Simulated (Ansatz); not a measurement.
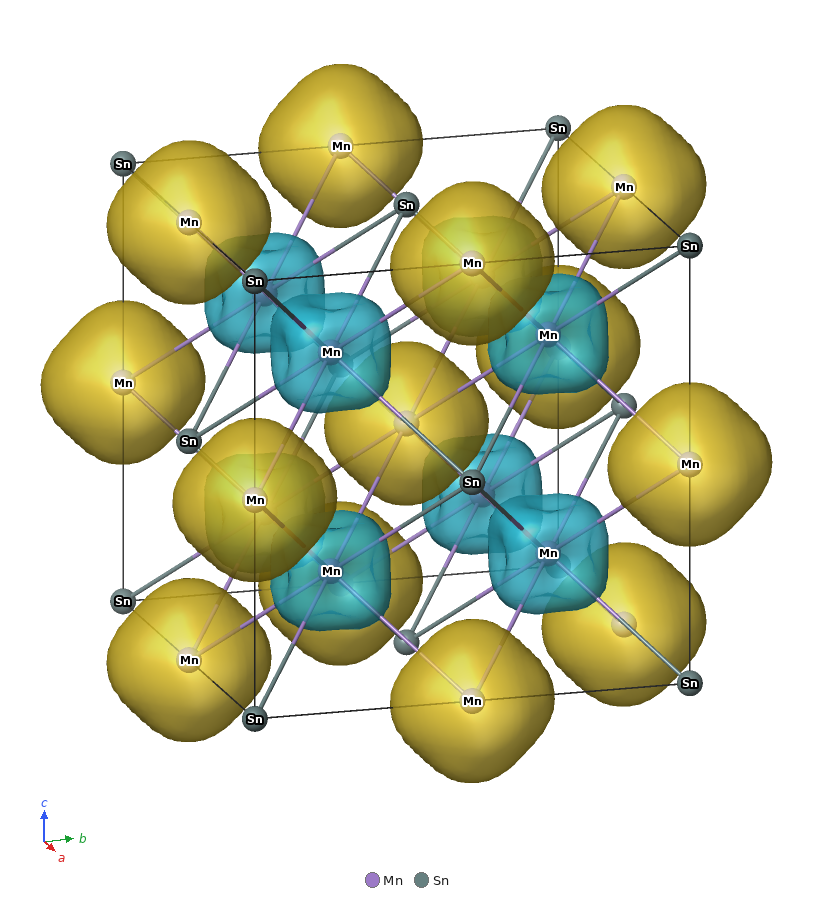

Figure 1: Mn₃Sn. Isosurfaces of the magnetisation density (up minus down) at +0.1 (yellow) and −0.1 e/Å³ (cyan), seen slightly off an axis. Sticks mark near contacts.

Space group Fm-3m; a structure generated by program, which may or may not match a known phase; spin-polarised.

Level of theory: Ansatz, DFT PBE, scalar-relativistic, plane waves, PAW.

The density is the valence pseudo-density of a PAW calculation; it isn't the true density close to the nuclei.

```xyz
16
Lattice="6.0374 0.0000 0.0000 0.0000 6.0374 0.0000 0.0000 0.0000 6.0374" Properties=species:S:1:pos:R:3 pbc="T T T"
Mn    4.5281    1.5094    1.5094
Mn    1.5094    4.5281    1.5094
Mn    1.5094    1.5094    4.5281
Mn    4.5281    4.5281    4.5281
Mn    1.5094    1.5094    1.5094
Mn    4.5281    4.5281    1.5094
Mn    4.5281    1.5094    4.5281
Mn    1.5094    4.5281    4.5281
Mn    3.0187    0.0000    0.0000
Mn    0.0000    3.0187    0.0000
Mn    0.0000    0.0000    3.0187
Mn    3.0187    3.0187    3.0187
Sn    0.0000    0.0000    0.0000
Sn    3.0187    3.0187    0.0000
Sn    3.0187    0.0000    3.0187
Sn    0.0000    3.0187    3.0187
```

Question: Describe the spin distribution.

Answer: The spin density sits on Mn: +3.1 μB (×4) and −1.1 μB (×8) in one cell of 16 atoms: ferrimagnetic (opposed moments on unlike sites) in this solution. The cell of the calculation (4 atoms) carries 1.0 μB of net spin moment.
